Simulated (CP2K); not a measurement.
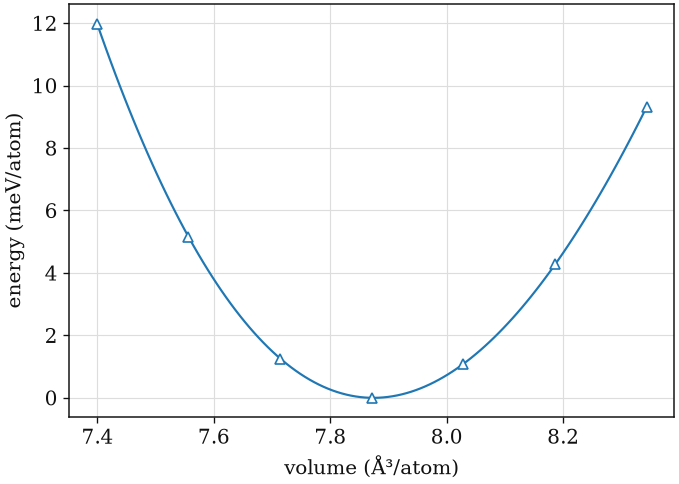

The plot gives the computed energy against volume for Be, space group Im-3m (No. 229).

Cell as given: a = 2.170 Å, b = 2.170 Å, c = 2.170 Å, α = 109.47°, β = 109.47°, γ = 109.47°; 1 atom.

Calculation (CP2K 2026.2): DFT in Gaussian orbitals with a plane-wave density, no spin polarisation; energies at scaled volumes of the given cell, shape and fractions fixed, counted from the fit's minimum, third-order Birch-Murnaghan fit. Level: PBE.

k mesh 15×15×15; occupations Fermi–Dirac; smearing width 0.05 eV; potentials GTH PBE with UZH TZVP basis; density cutoff 11560 eV; program settings ngrids 5, rel cutoff ry 60, cutoff ry 850, basis sets Be TZVP-MOLOPT-PBE-GTH-q4.

Q: Give the fitted equation-of-state parameters.

A: A third-order Birch–Murnaghan fit gives V0 = 7.87 Å³/atom, B0 = 119 GPa and B′ = 4.7.
